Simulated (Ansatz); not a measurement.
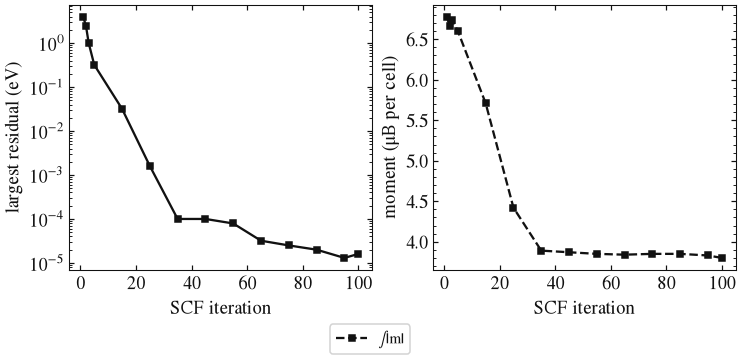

The plot shows the SCF iterations of a calculation: largest residual, magnetic moments. Only some iterations were kept.

Program: Ansatz.

```
crystal:
  atoms:
    - { position: [0.0, 0.0, 0.0], spin: 1.6, spin_axis: [0.068, 0.76, -0.646], symbol: Mn }
    - { position: [0.5, 0.5, 0.25], spin: 2.7, spin_axis: [0.184, -0.487, 0.854], symbol: Mn }
    - { position: [0.0, 0.0, 0.5], spin: 2.8, spin_axis: [-0.677, 0.35, -0.648], symbol: Mn }
    - { position: [0.5, 0.5, 0.75], spin: 2.3, spin_axis: [0.363, -0.805, -0.47], symbol: Mn }
  lattice:
    - [2.843676, 0.0, 0.0]
    - [0.0, 2.843676, 0.0]
    - [0.0, 0.0, 5.6872518]
hamiltonian:
  pseudopotentials: { kind: nc }
  xc: lda
kpoints:
  mp_grid: { grid: [3, 3, 2] }
magnetization:
  noncollinear: true
scf:
  occupations: { method: gaussian, width: "0.05 eV" }
```

> Did the calculation converge?

The run gave up at step 100 without converging. The residual comes down slowly and unevenly, and has reached only 1.6 × 10⁻⁵ when the run stops.

> How do the moments develop?

The integral of |m| goes from 6.8 to 3.8 μB per cell, though in an unconverged run this needn't be final.
